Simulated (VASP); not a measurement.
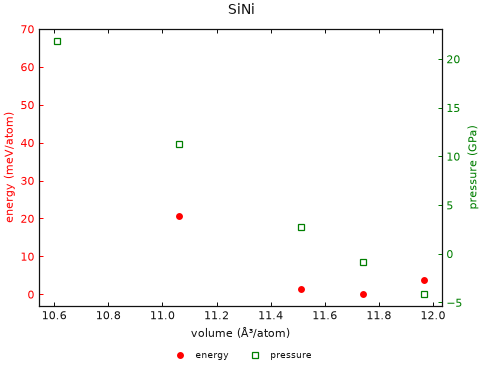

The picture above shows the energy and pressure against volume for SiNi, space group Pmmn (No. 59).

Cell as given: a = 2.943 Å, b = 3.280 Å, c = 4.677 Å, α = 90.00°, β = 90.00°, γ = 90.00°; 4 atoms.

Method: plane-wave DFT, collinear spins; energies at scaled volumes of the given cell, shape and fractions fixed, counted from the fit's minimum, third-order Birch-Murnaghan fit (VASP 6.6.1). Level: PBE, collinear spin.

k mesh 9×8×6; occupations Fermi–Dirac; smearing width 0.05 eV; potentials VASP PAW PBE potentials, recommended; wave cutoff 520 eV.

The points at volume 10.84 Å³/atom and 11.29 Å³/atom are left out of the plot. What values does the calculation give there?

```csv
volume (Å³/atom),energy (meV/atom),pressure (GPa)
10.84,40.00,16.24
11.29,8.06,6.76
```

Caveats: shape and atomic fractions are frozen while scaling, which makes layered, chain and framework solids too stiff.
